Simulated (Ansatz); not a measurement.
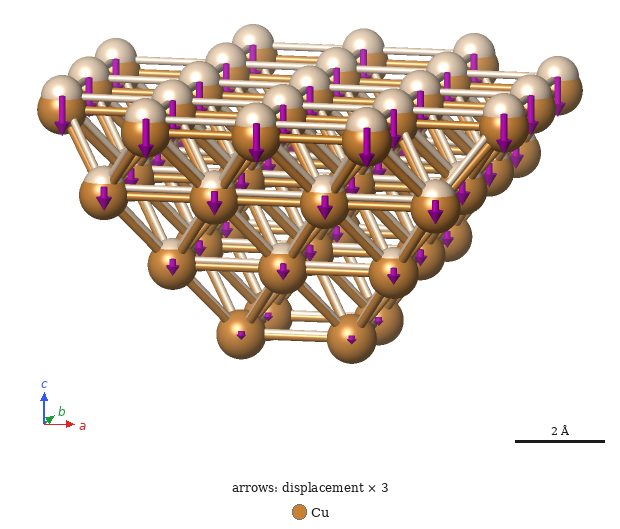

This is a constrained relaxation of a slab of composition Cu. The starting structure is drawn faded, the final one solid; purple arrows show the displacements, magnified 3 times.

Style: ball-and-stick. Shown: the atoms within 5.8 Å of the atom that moves most (axes of the 3 × 3 repeat of the cell, outlined in the plane, without the vacuum), slightly off an axis.

The slab is the (1 0 0) face of Cu. The run lets the atoms move in a fixed cell, from this start: the (1 0 0) slab of Cu, cut from the database cell, not relaxed. 3 atoms are held fixed.

Method: Ansatz 0.2.0, Kohn-Sham DFT of a periodic cell, PBEsol, Ansatz PAW.

The input:
```yaml
crystal:
  lattice:
    - [2.556191014, 0.0, 0.0]
    - [0.0, 2.556191014, 0.0]
    - [0.0, 0.0, 25.845]
  atoms:
    - { symbol: Cu, position: [0.5, 0.5, 0.2901915264] }
    - { symbol: Cu, position: [0.0, 0.0, 0.3601276843] }
    - { symbol: Cu, position: [0.5, 0.5, 0.4300638421] }
    - { symbol: Cu, position: [0.0, 0.0, 0.5] }
    - { symbol: Cu, position: [0.5, 0.5, 0.5699361579] }
    - { symbol: Cu, position: [0.0, 0.0, 0.6398723157] }
    - { symbol: Cu, position: [0.5, 0.5, 0.7098084736] }
hamiltonian:
  xc: pbesol
  pseudopotentials: { kind: paw }
kpoints:
  mp_grid: { grid: [10, 10, 1] }
scf:
  occupations: { method: fermi_dirac, width: 0.05 }
output:
  forces: true
  eigenvalues: true
  write_density: true
  write_potential: true
  elf: true
  volumetric_format: npy
relax:
  f_tol: 0.02
  max_steps: 40
  constraints: [{ sites: [0, 1, 2] }]
efield:
  axis: 3
  dipole_correction: true
  ramp_width: 0.04
```

Launched with:
```bash
ansatz run input.yaml --threads 4 --pin off --max-ram 11264MiB --backend cpu --events-out ev --progress --plain --runs-dir out
```

What happened in the run?

Answer. The energy falls by 54.8 meV per cell of the calculation in 3 geometry steps. Largest force component: 0.47 eV/Å at the start, 0.00065 eV/Å at the end. A Cu atom moves most: 0.30 Å along the normal (−c). The cell doesn't change. Among the contacts that change: Cu–Cu 2.556 → 2.473 Å, Cu–Cu 2.556 → 2.512 Å.
